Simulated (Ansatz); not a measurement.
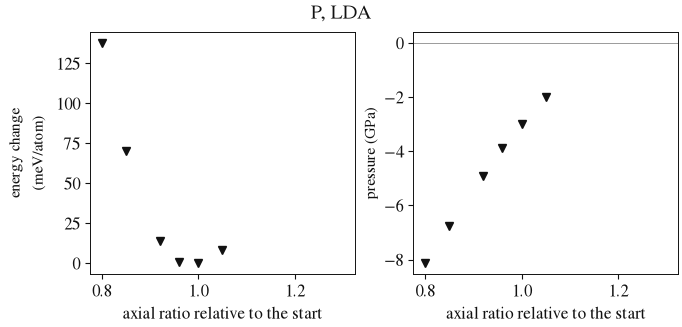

The picture above shows the energy change and pressure against relative axial ratio for P, space group R-3m (No. 166).

The given structure:
```xyz
2
Lattice="1.7257 0.9963 3.1297 -1.7257 0.9963 3.1297 0.0000 -1.9927 3.1297" Properties=species:S:1:pos:R:3 pbc="T T T"
P     0.0000    0.0000    2.1321
P     0.0000    0.0000    7.2570
```

Computed with Ansatz 0.2.0: deformation of a crystal at fixed volume, lengths along the axis scaled against those across it, fractional coordinates fixed, by plane-wave density functional theory with PAW datasets, free energies less that of the undisturbed cell, pressure positive in compression; scalar-relativistic. Level: LDA, no spin polarisation.

wave cutoff 420 eV; k mesh 18×18×18; occupations Gaussian; smearing width 0.15 eV; k shift (0, 0, 0) (mesh steps); start as given; path axial; axis direction (0, 0, 1) (Cartesian unit vector).

The points at relative axial ratio 1.10, 1.20 and 1.30 are left out of the plot. What values does the calculation give there?

```tsv
axial ratio relative to the start	energy change (meV/atom)	pressure (GPa)
1.10	22	-1.074
1.20	65	0.123
1.30	138	0.867
```

Caveats: reference crystal is not relaxed; shape and atomic fractions are frozen while scaling, which makes layered, chain and framework solids too stiff.
